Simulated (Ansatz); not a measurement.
Geometry relaxation of CdS (part 2 of 2)

The same run, continued: CdS (P6₃/mmc, 4 atoms in the cell); DFT, PBE, PAW with Ansatz's default frozen-core files, scalar-relativistic, no spin polarisation (Ansatz 0.2.0); cutoff 420 eV, 9×9×5 k-mesh, Fermi–Dirac smearing of 0.1 eV. The structure was built on a prototype by a generator; it need not be a known phase. It belongs to a series of runs on one base structure; here: NiAs relaxed under pressure, PAW files.

Geometry of the input (Å; fractional positions):
```
3.9536  0.0000  0.0000
-1.9768  3.4239  0.0000
0.0000  0.0000  6.1280
Cd 0.0000  0.0000  0.0000
Cd 0.0000  0.0000  0.5000
S  0.3333  0.6667  0.2500
S  0.6667  0.3333  0.7500
```

Output, continued
```
--- Per-component energies (eV) ---
  E_band       = -903.473542
  E_kinetic    = 1221.722344
  E_local      = -7292.141524  (includes V_loc(G=0)·N_el)
  E_nonlocal   = 126.315904
  E_hartree    = 3375.579926
  E_xc         = -546.648257
  E_vxc        = -616.782484  (∫ρ·V_xc dr)
  E_paw        = -9369.376619  (= ΣΔE_a)
  E_vpaw       = -1093.747752  (= ΣTr[D̂ρ^β])
  E_aug_tail   = 0.000032  (compensation charges beyond the density's cutoff)
  E_ewald      = -5830.403441
  E_smearing   = -0.001434  (= −TS)
  E_closure    = 0.000000  (closes the sum)
  Σ components = -18314.953070   (vs F -18314.953070, Δ=0.00e0)
--- Forces (eV/Å), atoms counted from 1 ---
  atom   1  Cd     0.00000000     0.00000000     0.00000000
  atom   2  Cd    -0.00000000    -0.00000000     0.00000000
  atom   3  S     -0.00000000     0.00000000     0.00000000
  atom   4  S     -0.00000000    -0.00000000    -0.00000000
  max |Σ_I F_I| component: 3.70e-17 eV/Å
--- Stress (GPa, compression-positive) ---
        0.006865       0.000000      -0.000000
        0.000000       0.006865      -0.000000
       -0.000000      -0.000000       0.003681
  P = ⅓ Tr σ = 0.0058 GPa (0.058 kbar)
--- Band table (eV; the first three rows and the last of 36) ---
  k-point 0: bands = ["-92.3724", "-92.3719", "-53.4589", "-53.4472", "-53.4449", "-53.4449", "-53.4441", "-53.4441", "-3.4061", "-2.3852", "1.2294", "1.2906", "1.2906", "1.6033", "1.6045", "1.6045", "1.6192", "1.6192", "1.8533", "1.8533", "4.5191", "8.3970", "8.5108", "8.5108", "9.2478", "9.2478", "9.7938", "12.6620", "15.9386", "15.9386", "16.2135", "18.0025"]
  k-point 1: bands = ["-92.3723", "-92.3719", "-53.4578", "-53.4483", "-53.4448", "-53.4448", "-53.4441", "-53.4441", "-3.3267", "-2.5082", "1.2804", "1.3260", "1.3260", "1.5954", "1.5954", "1.6006", "1.6204", "1.6204", "1.8176", "1.8176", "4.7294", "7.5465", "8.5897", "8.5897", "9.1860", "9.1860", "10.6405", "12.6889", "15.9904", "15.9910", "15.9910", "17.3271"]
  k-point 2: bands = ["-92.3722", "-92.3720", "-53.4549", "-53.4512", "-53.4446", "-53.4446", "-53.4444", "-53.4444", "-3.1052", "-2.7968", "1.4077", "1.4176", "1.4176", "1.5231", "1.5231", "1.5400", "1.6666", "1.6666", "1.7390", "1.7390", "5.3652", "6.3589", "8.7878", "8.7878", "9.0156", "9.0156", "11.7745", "12.5184", "15.8255", "16.2036", "16.2036", "16.3289"]
  k-point 35: bands = ["-92.3722", "-92.3720", "-53.4547", "-53.4511", "-53.4454", "-53.4454", "-53.4452", "-53.4452", "-2.3874", "-2.3874", "1.3612", "1.3612", "1.5025", "1.6182", "1.6182", "1.7344", "1.7344", "1.7605", "2.1649", "2.1649", "4.9211", "5.4159", "6.0757", "6.0757", "8.8095", "8.8095", "12.1076", "13.4133", "13.8268", "13.8268", "16.6821", "17.1627"]
--- Relaxed structure (4 steps of the walk, 4 accepted, 1 SCFs on fresh bases) ---
  F+E_penalty+E_count = -18314.95307026 eV   max|allowed force component| = 2.544e-16 eV/Å   (the final SCF, on the basis selected at the relaxed cell)
  cell:  # Å, volume = 84.3413 Å³
    - [3.8773542427232925, 0.0, 0.0]
    - [-1.9386771213616463, 3.3578872736697463, 0.0]
    - [0.0, 0.0, 6.477966537423872]
  atoms:
    - { symbol: Cd, position: [-4.639582725046944e-35, -1.8259145541396036e-34, -2.0461011982571033e-38] }
    - { symbol: Cd, position: [-6.8990610085615e-36, -7.067820075189398e-35, 0.5] }
    - { symbol: S, position: [0.3333333333333333, 0.6666666666666666, 0.25] }
    - { symbol: S, position: [0.6666666666666666, 0.3333333333333333, 0.7500000000000001] }
```

File rho_z.tsv
```
# z_ang	rho[e/angstrom^3]
# format = ansatz-planar-average/11
# lattice	3.877354243	0.000000000	0.000000000
# lattice	-1.938677121	3.357887274	0.000000000
# lattice	0.000000000	0.000000000	6.477966537
# sites	4
# site	48	0.000000000	-0.000000000	-0.000000000
# site	48	0.000000000	-0.000000000	3.238983269
# site	16	-0.000000000	2.238591516	1.619491634
# site	16	1.938677121	1.119295758	4.858474903
0.000000	1.613273e0
0.143955	1.489649e0
0.287910	1.178597e0
0.431864	8.155072e-1
0.575819	5.234982e-1
0.719774	3.554135e-1
0.863729	2.941359e-1
1.007684	2.917774e-1
1.151638	3.070962e-1
1.295593	3.177726e-1
1.439548	3.186833e-1
1.583503	3.163507e-1
1.727458	3.173570e-1
1.871413	3.192027e-1
2.015367	3.136997e-1
2.159322	2.990632e-1
2.303277	2.885909e-1
2.447232	3.142419e-1
2.591187	4.237585e-1
2.735141	6.553955e-1
2.879096	9.946158e-1
3.023051	1.349838e0
3.167006	1.581327e0
3.310961	1.581327e0
3.454915	1.349838e0
3.598870	9.946158e-1
3.742825	6.553955e-1
3.886780	4.237585e-1
4.030735	3.142419e-1
4.174690	2.885909e-1
4.318644	2.990632e-1
4.462599	3.136997e-1
4.606554	3.192027e-1
4.750509	3.173570e-1
4.894464	3.163507e-1
5.038418	3.186833e-1
5.182373	3.177726e-1
5.326328	3.070962e-1
5.470283	2.917774e-1
5.614238	2.941359e-1
5.758192	3.554135e-1
5.902147	5.234982e-1
6.046102	8.155072e-1
6.190057	1.178597e0
6.334012	1.489649e0
```

File v_z.tsv
```
# z_ang	v_es[eV]	v_tot[eV]
# format = ansatz-planar-average/11
# xc	pbe
# density_cutoff_ev	1680
# datasets	Cd=:simpson_from_first_knot:soft	S=:simpson_from_first_knot:soft
# lattice	3.877354243	0.000000000	0.000000000
# lattice	-1.938677121	3.357887274	0.000000000
# lattice	0.000000000	0.000000000	6.477966537
# sites	4
# site	48	0.000000000	-0.000000000	-0.000000000
# site	48	0.000000000	-0.000000000	3.238983269
# site	16	-0.000000000	2.238591516	1.619491634
# site	16	1.938677121	1.119295758	4.858474903
0.000000	5.041055e0	-5.857653e0
0.143955	5.228228e0	-5.592480e0
0.287910	5.727887e0	-4.887483e0
0.431864	6.418954e0	-3.925317e0
0.575819	7.174309e0	-2.901792e0
0.719774	7.844378e0	-2.006242e0
0.863729	8.099569e0	-1.615132e0
1.007684	7.716471e0	-1.975760e0
1.151638	6.931798e0	-2.870446e0
1.295593	6.281860e0	-3.786808e0
1.439548	5.966177e0	-4.401278e0
1.583503	5.863530e0	-4.663962e0
1.727458	5.895625e0	-4.576498e0
1.871413	6.088347e0	-4.137919e0
2.015367	6.564500e0	-3.355293e0
2.159322	7.340439e0	-2.386713e0
2.303277	7.985468e0	-1.704042e0
2.447232	8.046135e0	-1.722376e0
2.591187	7.537006e0	-2.418654e0
2.735141	6.794916e0	-3.411825e0
2.879096	6.058273e0	-4.425107e0
3.023051	5.445827e0	-5.284769e0
3.167006	5.089198e0	-5.789431e0
3.310961	5.089198e0	-5.789431e0
3.454915	5.445827e0	-5.284769e0
3.598870	6.058273e0	-4.425107e0
3.742825	6.794916e0	-3.411825e0
3.886780	7.537006e0	-2.418654e0
4.030735	8.046135e0	-1.722376e0
4.174690	7.985468e0	-1.704042e0
4.318644	7.340439e0	-2.386713e0
4.462599	6.564500e0	-3.355293e0
4.606554	6.088347e0	-4.137919e0
4.750509	5.895625e0	-4.576498e0
4.894464	5.863530e0	-4.663962e0
5.038418	5.966177e0	-4.401278e0
5.182373	6.281860e0	-3.786808e0
5.326328	6.931798e0	-2.870446e0
5.470283	7.716471e0	-1.975760e0
5.614238	8.099569e0	-1.615132e0
5.758192	7.844378e0	-2.006242e0
5.902147	7.174309e0	-2.901792e0
6.046102	6.418954e0	-3.925317e0
6.190057	5.727887e0	-4.887483e0
6.334012	5.228228e0	-5.592480e0
```

Trajectory as extended XYZ (Å, eV, eV/Å), 5 frames, from step=1 to step=5
```
4
Lattice="3.9536 0.0000 0.0000 -1.9768 3.4239 0.0000 0.0000 0.0000 6.1280" Properties=species:S:1:pos:R:3:forces:R:3 step=1 energy=-18314.87237 pressure_GPa=1.65
Cd    0.0000    0.0000    0.0000    0.0000   0.0000   0.0000
Cd    0.0000    0.0000    3.0640    0.0000   0.0000   0.0000
S     0.0000    2.2826    1.5320    0.0000   0.0000   0.0000
S     1.9768    1.1413    4.5960    0.0000   0.0000   0.0000
4
Lattice="3.9110 0.0000 0.0000 -1.9555 3.3870 0.0000 0.0000 0.0000 6.4286" Properties=species:S:1:pos:R:3:forces:R:3 step=2 energy=-18314.94790 pressure_GPa=-0.58
Cd    0.0000    0.0000    0.0000    0.0000   0.0000   0.0000
Cd    0.0000    0.0000    3.2143    0.0000   0.0000   0.0000
S     0.0000    2.2580    1.6071    0.0000   0.0000   0.0000
S     1.9555    1.1290    4.8214    0.0000   0.0000   0.0000
4
Lattice="3.8758 0.0000 0.0000 -1.9379 3.3565 0.0000 0.0000 0.0000 6.4792" Properties=species:S:1:pos:R:3:forces:R:3 step=3 energy=-18314.95286 pressure_GPa=0.05
Cd    0.0000    0.0000    0.0000    0.0000   0.0000   0.0000
Cd    0.0000    0.0000    3.2396    0.0000   0.0000   0.0000
S     0.0000    2.2377    1.6198    0.0000   0.0000   0.0000
S     1.9379    1.1188    4.8594    0.0000   0.0000   0.0000
4
Lattice="3.8774 0.0000 0.0000 -1.9387 3.3579 0.0000 0.0000 0.0000 6.4780" Properties=species:S:1:pos:R:3:forces:R:3 step=4 energy=-18314.95286 pressure_GPa=0.01
Cd    0.0000    0.0000    0.0000    0.0000   0.0000   0.0000
Cd    0.0000    0.0000    3.2390    0.0000   0.0000   0.0000
S     0.0000    2.2386    1.6195    0.0000   0.0000   0.0000
S     1.9387    1.1193    4.8585    0.0000   0.0000   0.0000
4
Lattice="3.8774 0.0000 0.0000 -1.9387 3.3579 0.0000 0.0000 0.0000 6.4780" Properties=species:S:1:pos:R:3:forces:R:3 step=5 energy=-18314.95307 pressure_GPa=0.01
Cd    0.0000    0.0000    0.0000    0.0000   0.0000   0.0000
Cd    0.0000    0.0000    3.2390    0.0000   0.0000   0.0000
S     0.0000    2.2386    1.6195    0.0000   0.0000   0.0000
S     1.9387    1.1193    4.8585    0.0000   0.0000   0.0000
```

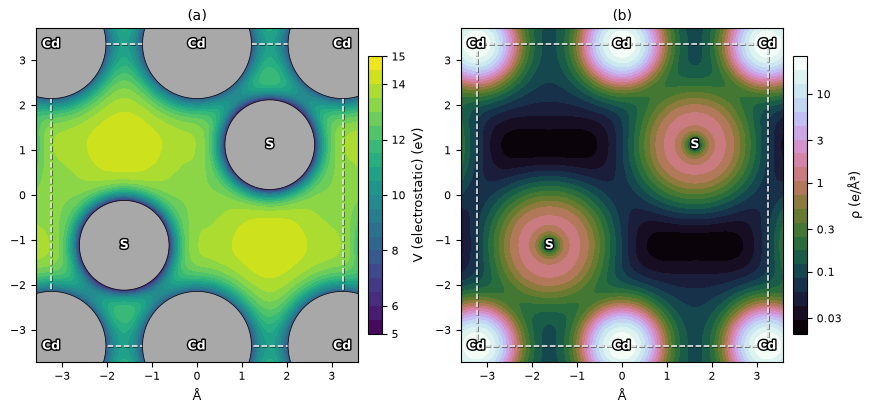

(a) electrostatic potential energy of an electron; (b) valence electron density on the (110) plane of the conventional cell. Grey discs, where drawn, cover atomic cores. Atoms in the plane: Cd and S. Cd–S (2.76 Å): the density is about 0.27 e/Å³ at the midpoint. Away from the nuclei the density in this plane falls to 0.02 e/Å³ at its lowest. Outside the cores the potential energy rises away from the atoms and is highest about 2.2 Å from the nearest atoms; outside the discs it spans about 9 eV, and its zero is arbitrary. The fields are those of the smooth PAW valence density.

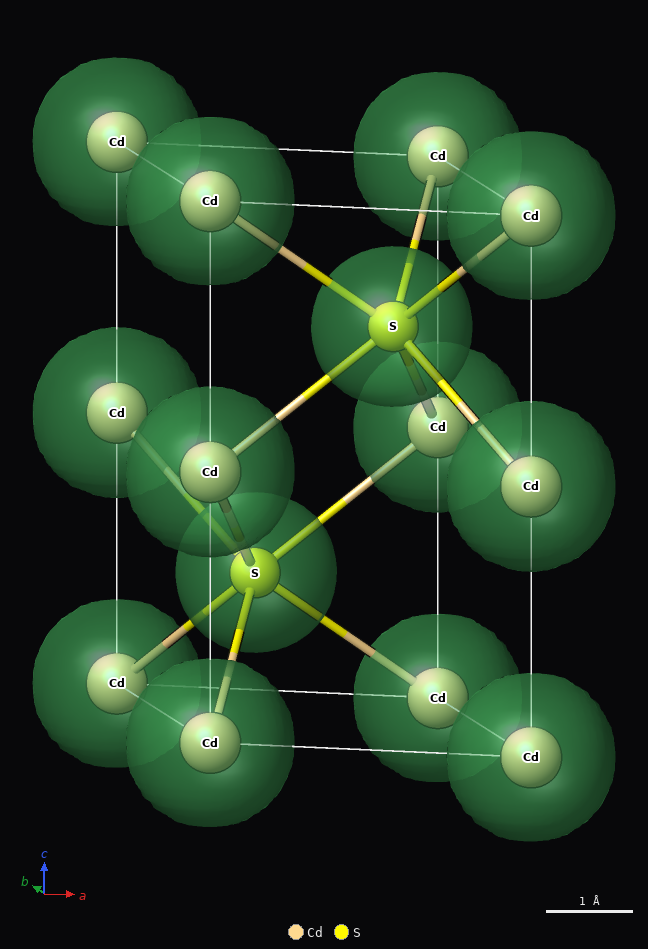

Isosurface of the valence pseudo-density at 0.6 e/Å³ (green), seen slightly off an axis. Sticks mark near contacts. The outline is the cell set on symmetry axes. At this value the density breaks into separate islands; it holds about 75 % of the electrons treated as valence (semicore included). It is pinched off along the Cd–S (2.76 Å) contacts. On the grid the lowest density along these lines, outside the cores, is 0.26 e/Å³ (Cd–S, 2.76 Å).
